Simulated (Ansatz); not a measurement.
```
CELL_PARAMETERS angstrom
-5.50512 5.50512 5.50512
5.50512 -5.50512 5.50512
5.50512 5.50512 -5.50512
ATOMIC_POSITIONS crystal
Ga 0.50003 0.74650 0.75163
Ga 0.50016 0.99985 0.50037
Ga 0.74683 0.25105 0.00019
Ga 0.50005 0.25121 0.24700
Ga 0.74695 0.49993 0.75158
Ga 0.74879 0.74832 0.49587
Ga 0.00001 0.99988 0.00038
Ga 0.74874 0.99531 0.24886
Ga 0.00414 0.25250 0.75297
Ga 0.99995 0.49962 0.50015
Ga 0.25163 0.74711 0.00014
Ga 0.99579 0.74844 0.24885
Ga 0.25315 0.00442 0.75331
Ga 0.25345 0.25300 0.50481
Ga 0.25142 0.49985 0.24750
P 0.25584 0.49973 0.00013
P 0.25095 0.75051 0.75096
P 0.24960 0.00015 0.50053
P 0.50005 0.25710 0.00017
P 0.25096 0.25078 0.25095
P 0.50016 0.49981 0.75778
P 0.50021 0.74895 0.50020
P 0.74901 0.99951 0.00029
P 0.50025 0.99967 0.24942
P 0.75068 0.25079 0.75119
P 0.74915 0.49964 0.49987
P 0.99998 0.74901 0.00022
P 0.74340 0.74293 0.24343
P 0.00030 0.00007 0.74970
P 0.00036 0.24891 0.50032
P 0.99957 0.49957 0.24921
```

Spin-polarised.

These are results of DFT PBE, scalar-relativistic, plane waves, PAW in Ansatz 0.2.0, not measurements.

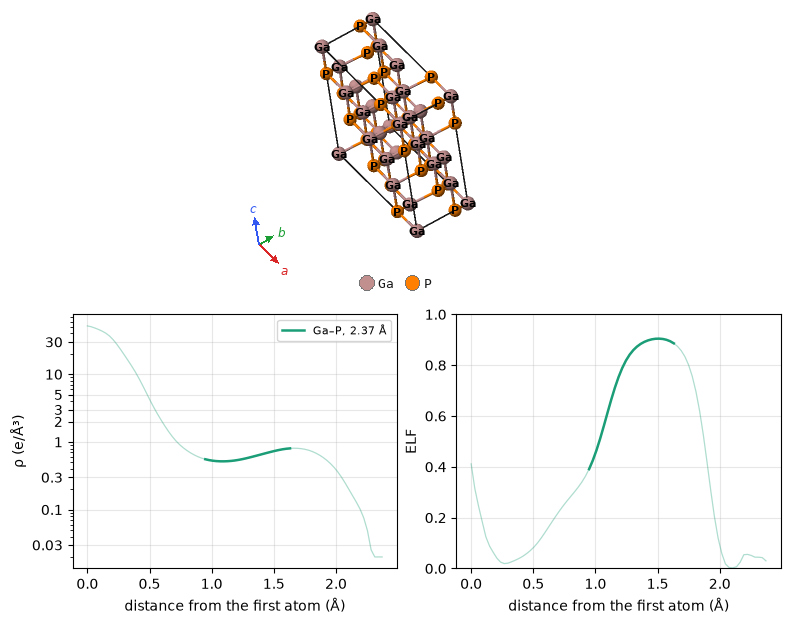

Ga15P16 (cell with a defect). Valence charge density (pseudo) and electron localisation function along straight lines between neighbouring atoms. Thin, pale parts lie inside the atomic spheres. The structure is drawn too.

In a PAW calculation such maps are meaningful between the atoms, not at the nuclei.

**What can be read from the curves?**

Ga–P (2.37 Å): the density is about 0.53 e/Å³ at the midpoint; the ELF peaks at about 0.90 in the valence shell of P, 0.9 Å from its nucleus, and is about 0.75 at the midpoint.
